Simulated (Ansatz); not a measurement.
## Run report: TiO2, single-point calculation (part 2 of 2)

Continued. System: TiO2 (Imma, 48 atoms in the cell). Method: DFT PBE, scalar-relativistic, plane waves, PAW, no spin polarisation (Ansatz 0.2.0); cutoff 420 eV, 2×2×2 k-mesh, Gaussian smearing of 0.05 eV. The structure derives from a Materials Project entry.

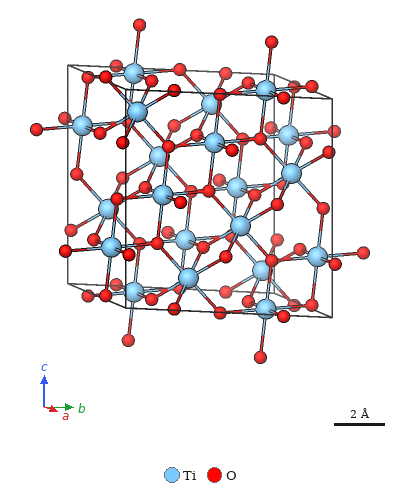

Fig. 1: The input geometry (ball-and-stick view of the cell of the calculation, seen slightly off an axis; bonded neighbours outside the cell are drawn too). An atom can appear more than once, as a periodic image.

Output, continued
```
  k-point 0: bands = ["-48.2480", "-48.2444", "-48.2331", "-48.2297", "-48.2262", "-48.2262", "-48.2262", "-48.2262", "-48.2139", "-48.2139", "-48.2139", "-48.2139", "-48.2069", "-48.2068", "-48.1957", "-48.1956", "-24.7594", "-24.7588", "-24.7520", "-24.7514", "-24.5655", "-24.5655", "-24.5655", "-24.5655", "-24.5494", "-24.5479", "-24.5479", "-24.5479", "-24.5479", "-24.5465", "-24.5391", "-24.5357", "-24.4844", "-24.4844", "-24.4844", "-24.4844", "-24.4465", "-24.4465", "-24.4465", "-24.4465",
      "-24.4137", "-24.4118", "-24.4048", "-24.4048", "-24.4048", "-24.4048", "-24.4011", "-24.3992", "-24.3992", "-24.3979", "-24.3922", "-24.3887", "-24.3874", "-24.3874", "-24.3853", "-24.3810", "-24.3806", "-24.3806", "-24.3806", "-24.3806", "-24.3521", "-24.3403", "-24.3334", "-24.3217", "-9.3630", "-8.7311", "-8.7217", "-8.5627", "-8.5627", "-8.5627", "-8.5627", "-8.2385", "-8.1306", "-8.1197", "-8.0674", "-8.0674", "-8.0674", "-8.0674", "-8.0467", "-8.0356",
      "-7.9689", "-7.9590", "-7.9381", "-7.9381", "-7.9381", "-7.9381", "-7.8641", "-7.8540", "-7.8509", "-7.8509", "-7.8509", "-7.8509", "-7.6911", "-7.6817", "-7.5725", "-7.5628", "3.0713", "3.3041", "3.3105", "3.5111", "3.9130", "3.9130", "3.9130", "3.9130", "3.9840", "4.1489", "4.1505", "4.2381", "4.2408", "4.2933", "4.2933", "4.2933", "4.2933", "4.3400", "4.3469", "4.5007", "4.5007", "4.5007", "4.5007", "4.6845",
      "4.6845", "4.6845", "4.6845", "4.9321", "4.9405", "4.9963", "5.0045", "5.1174", "5.1196", "5.1534", "5.1564", "5.1968", "5.1968", "5.1968", "5.1968", "5.2657", "5.2670", "5.6845", "5.6845", "5.6845", "5.6845", "5.9323", "5.9323", "5.9323", "5.9323", "5.9332", "5.9376", "5.9579", "5.9739", "5.9890", "6.0021", "6.1951", "6.1966", "6.4011", "6.4011", "6.4011", "6.4011", "6.4696", "6.4720", "6.5915",
      "6.6013", "6.7971", "6.9616", "6.9616", "6.9616", "6.9616", "7.1337", "7.1337", "7.1337", "7.1337", "7.2970", "7.2971", "7.4366", "7.4451", "7.4821", "7.4843", "7.5024", "7.5024", "7.5024", "7.5024", "7.6473", "7.6501", "8.0199", "8.0255", "8.0267", "8.0794", "8.0794", "8.0794", "8.0794", "8.2583", "8.2587", "8.6946", "10.5240", "10.5511", "10.5628", "10.8047", "10.9191", "10.9191", "10.9191", "10.9191",
      "11.0633", "11.1159", "11.1369", "11.1558", "11.1597", "11.2278", "11.2478", "11.2845", "11.2845", "11.2845", "11.2845", "11.5666", "11.5704", "11.5784", "11.5784", "11.5784", "11.5784", "11.7992", "11.8170", "11.8170", "11.8291", "11.8397"]
  k-point 1: bands = ["-48.2414", "-48.2414", "-48.2390", "-48.2390", "-48.2276", "-48.2276", "-48.2253", "-48.2253", "-48.2129", "-48.2129", "-48.2124", "-48.2124", "-48.2011", "-48.2011", "-48.2007", "-48.2007", "-24.7056", "-24.7056", "-24.7038", "-24.7038", "-24.6928", "-24.6928", "-24.6918", "-24.6918", "-24.5287", "-24.5287", "-24.5215", "-24.5215", "-24.5155", "-24.5155", "-24.5069", "-24.5069", "-24.4416", "-24.4416", "-24.4380", "-24.4380", "-24.4292", "-24.4292", "-24.4249", "-24.4249",
      "-24.4184", "-24.4184", "-24.4142", "-24.4142", "-24.4014", "-24.4014", "-24.3953", "-24.3953", "-24.3881", "-24.3881", "-24.3867", "-24.3867", "-24.3859", "-24.3859", "-24.3846", "-24.3846", "-24.3837", "-24.3837", "-24.3819", "-24.3819", "-24.3813", "-24.3813", "-24.3799", "-24.3799", "-9.1151", "-9.1151", "-8.6796", "-8.6796", "-8.5039", "-8.5039", "-8.3373", "-8.3373", "-8.2189", "-8.2189", "-8.1588", "-8.1588", "-8.0427", "-8.0427", "-8.0212", "-8.0212",
      "-8.0008", "-8.0008", "-7.9801", "-7.9801", "-7.8415", "-7.8415", "-7.8034", "-7.8034", "-7.7806", "-7.7806", "-7.7436", "-7.7436", "-7.7295", "-7.7295", "-7.6496", "-7.6496", "3.4099", "3.4099", "3.4850", "3.4850", "3.7523", "3.7523", "3.8405", "3.8405", "4.0262", "4.0262", "4.1806", "4.1806", "4.2662", "4.2662", "4.2967", "4.2967", "4.3288", "4.3288", "4.4378", "4.4378", "4.4726", "4.4726", "4.4999", "4.4999",
      "4.5660", "4.5660", "4.6353", "4.6353", "4.6546", "4.6546", "4.8542", "4.8542", "4.8990", "4.8990", "5.1617", "5.1617", "5.1874", "5.1874", "5.4645", "5.4645", "5.4978", "5.4978", "5.7886", "5.7886", "5.8409", "5.8409", "6.0932", "6.0932", "6.2575", "6.2575", "6.2836", "6.2836", "6.3509", "6.3509", "6.4329", "6.4329", "6.4870", "6.4870", "6.5164", "6.5164", "6.5390", "6.5390", "6.6431", "6.6431",
      "6.6720", "6.6720", "6.9051", "6.9051", "7.0529", "7.0529", "7.0922", "7.0922", "7.1081", "7.1081", "7.2307", "7.2307", "7.2324", "7.2324", "7.2782", "7.2782", "7.2967", "7.2967", "7.6476", "7.6476", "7.6653", "7.6653", "7.6866", "7.6866", "7.8090", "7.8090", "7.8623", "7.8623", "7.9616", "7.9616", "8.4887", "8.4887", "10.8324", "10.8324", "10.8809", "10.8809", "10.9030", "10.9030", "10.9726", "10.9726",
      "11.0188", "11.0188", "11.1414", "11.1414", "11.2205", "11.2205", "11.2345", "11.2345", "11.4294", "11.4294", "11.4563", "11.4563", "11.4584", "11.4584", "11.5261", "11.5261", "11.5446", "11.5446", "11.6542", "11.6542", "11.7305", "11.7305"]
  k-point 2: bands = ["-48.2455", "-48.2455", "-48.2321", "-48.2321", "-48.2277", "-48.2277", "-48.2256", "-48.2256", "-48.2144", "-48.2144", "-48.2125", "-48.2125", "-48.2069", "-48.2069", "-48.1957", "-48.1957", "-24.7671", "-24.7671", "-24.7528", "-24.7528", "-24.5607", "-24.5607", "-24.5533", "-24.5533", "-24.5467", "-24.5467", "-24.5411", "-24.5411", "-24.5403", "-24.5403", "-24.4979", "-24.4979", "-24.4903", "-24.4903", "-24.4885", "-24.4885", "-24.4823", "-24.4823", "-24.4803", "-24.4803",
      "-24.4319", "-24.4319", "-24.4127", "-24.4127", "-24.3974", "-24.3974", "-24.3913", "-24.3913", "-24.3887", "-24.3887", "-24.3880", "-24.3880", "-24.3829", "-24.3829", "-24.3799", "-24.3799", "-24.3782", "-24.3782", "-24.3755", "-24.3755", "-24.3450", "-24.3450", "-24.3287", "-24.3287", "-9.0270", "-9.0270", "-8.8092", "-8.8092", "-8.3813", "-8.3813", "-8.3278", "-8.3278", "-8.3052", "-8.3052", "-8.2955", "-8.2955", "-8.0781", "-8.0781", "-7.9666", "-7.9666",
      "-7.9105", "-7.9105", "-7.9064", "-7.9064", "-7.9003", "-7.9003", "-7.8105", "-7.8105", "-7.8002", "-7.8002", "-7.7982", "-7.7982", "-7.6640", "-7.6640", "-7.6233", "-7.6233", "3.2928", "3.2928", "3.8230", "3.8230", "3.8528", "3.8528", "3.9087", "3.9087", "3.9142", "3.9142", "3.9576", "3.9576", "4.0693", "4.0693", "4.1998", "4.1998", "4.2105", "4.2105", "4.4738", "4.4738", "4.5232", "4.5232", "4.6537", "4.6537",
      "4.6718", "4.6718", "4.6758", "4.6758", "4.7056", "4.7056", "4.7141", "4.7141", "4.8248", "4.8248", "4.9747", "4.9747", "5.0516", "5.0516", "5.4661", "5.4661", "5.7166", "5.7166", "5.9809", "5.9809", "5.9825", "5.9825", "5.9891", "5.9891", "6.1194", "6.1194", "6.1386", "6.1386", "6.2984", "6.2984", "6.3273", "6.3273", "6.8029", "6.8029", "6.8092", "6.8092", "6.9248", "6.9248", "6.9537", "6.9537",
      "6.9605", "6.9605", "6.9813", "6.9813", "6.9813", "6.9813", "6.9917", "6.9917", "7.0315", "7.0315", "7.1723", "7.1723", "7.2486", "7.2486", "7.2533", "7.2533", "7.3560", "7.3560", "7.3669", "7.3669", "7.3698", "7.3698", "7.5734", "7.5734", "7.5998", "7.5998", "7.6079", "7.6079", "8.2807", "8.2807", "8.3146", "8.3146", "10.5949", "10.5949", "10.7475", "10.7475", "10.8655", "10.8655", "11.1459", "11.1459",
      "11.1809", "11.1809", "11.1998", "11.1998", "11.3076", "11.3076", "11.3209", "11.3209", "11.3700", "11.3700", "11.4474", "11.4474", "11.5069", "11.5069", "11.5111", "11.5111", "11.6444", "11.6444", "11.7377", "11.7377", "11.7394", "11.7394"]
  k-point 5: bands = ["-48.2444", "-48.2444", "-48.2332", "-48.2332", "-48.2264", "-48.2264", "-48.2261", "-48.2261", "-48.2140", "-48.2140", "-48.2138", "-48.2138", "-48.2069", "-48.2069", "-48.1957", "-48.1957", "-24.7681", "-24.7681", "-24.7612", "-24.7612", "-24.5623", "-24.5623", "-24.5612", "-24.5612", "-24.5527", "-24.5527", "-24.5522", "-24.5522", "-24.4976", "-24.4976", "-24.4868", "-24.4868", "-24.4866", "-24.4866", "-24.4860", "-24.4860", "-24.4450", "-24.4450", "-24.4388", "-24.4388",
      "-24.4358", "-24.4358", "-24.4322", "-24.4322", "-24.4154", "-24.4154", "-24.4130", "-24.4130", "-24.4037", "-24.4037", "-24.3967", "-24.3967", "-24.3920", "-24.3920", "-24.3857", "-24.3857", "-24.3779", "-24.3779", "-24.3775", "-24.3775", "-24.3403", "-24.3403", "-24.3338", "-24.3338", "-8.6730", "-8.6730", "-8.6661", "-8.6661", "-8.5659", "-8.5659", "-8.5652", "-8.5652", "-8.3250", "-8.3250", "-8.3143", "-8.3143", "-8.0610", "-8.0610", "-8.0540", "-8.0540",
      "-7.9382", "-7.9382", "-7.9317", "-7.9317", "-7.8618", "-7.8618", "-7.8605", "-7.8605", "-7.7725", "-7.7725", "-7.7660", "-7.7660", "-7.6670", "-7.6670", "-7.6567", "-7.6567", "3.8072", "3.8072", "3.8111", "3.8111", "3.8940", "3.8940", "3.8998", "3.8998", "3.9015", "3.9015", "3.9199", "3.9199", "4.2789", "4.2789", "4.2949", "4.2949", "4.4808", "4.4808", "4.5256", "4.5256", "4.6490", "4.6490", "4.7332", "4.7332",
      "4.8159", "4.8159", "4.8256", "4.8256", "5.0514", "5.0514", "5.0521", "5.0521", "5.2049", "5.2049", "5.2094", "5.2094", "5.4890", "5.4890", "5.5069", "5.5069", "5.5760", "5.5760", "5.5917", "5.5917", "5.6508", "5.6508", "5.7106", "5.7106", "5.7241", "5.7241", "5.7249", "5.7249", "5.9209", "5.9209", "5.9295", "5.9295", "6.3746", "6.3746", "6.3764", "6.3764", "6.3898", "6.3898", "6.4229", "6.4229",
      "6.7182", "6.7182", "6.7201", "6.7201", "6.9490", "6.9490", "6.9732", "6.9732", "7.1103", "7.1103", "7.1276", "7.1276", "7.1344", "7.1344", "7.1445", "7.1445", "7.5034", "7.5034", "7.5038", "7.5038", "7.7108", "7.7108", "7.7149", "7.7149", "7.9852", "7.9852", "7.9864", "7.9864", "8.0675", "8.0675", "8.0907", "8.0907", "10.5680", "10.5680", "10.5713", "10.5713", "10.9142", "10.9142", "10.9296", "10.9296",
      "11.1560", "11.1560", "11.1678", "11.1678", "11.2590", "11.2590", "11.2849", "11.2849", "11.5700", "11.5700", "11.5807", "11.5807", "11.6170", "11.6170", "11.6291", "11.6291", "11.8187", "11.8187", "11.8305", "11.8305", "11.9015", "11.9015"]
```

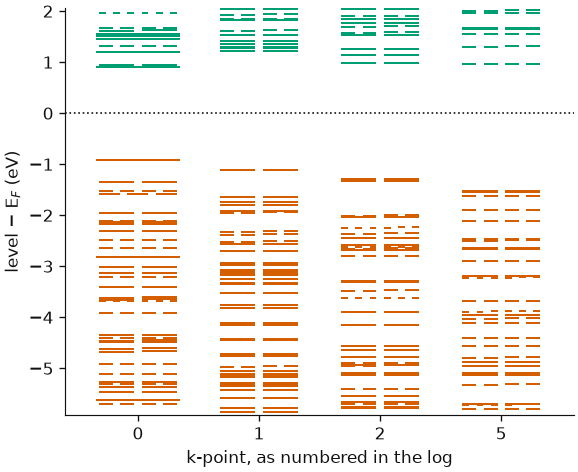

Fig. 2: Kohn–Sham levels near the Fermi level (dotted) at the few k-points that the log prints; levels within 0.02 eV of each other stand side by side. Among these points the highest filled and lowest empty levels are 1.83 eV apart, which is the gap on the mesh.

Results in brief

- outcome: converged
- space group (tolerance 0.01 Å): Imma (74)
- electrons treated: 384
- free energy: −58218.2924 eV
- Fermi energy: 9.609 eV
- gap on the k-point mesh: 1.83 eV
- largest force (length of the vector): 0.064 eV/Å
- wall time: 27 s (CPU time 1.7 min)
- peak memory: 2.7 GiB

Notes

Warnings of the run: the structure was made exactly symmetric.
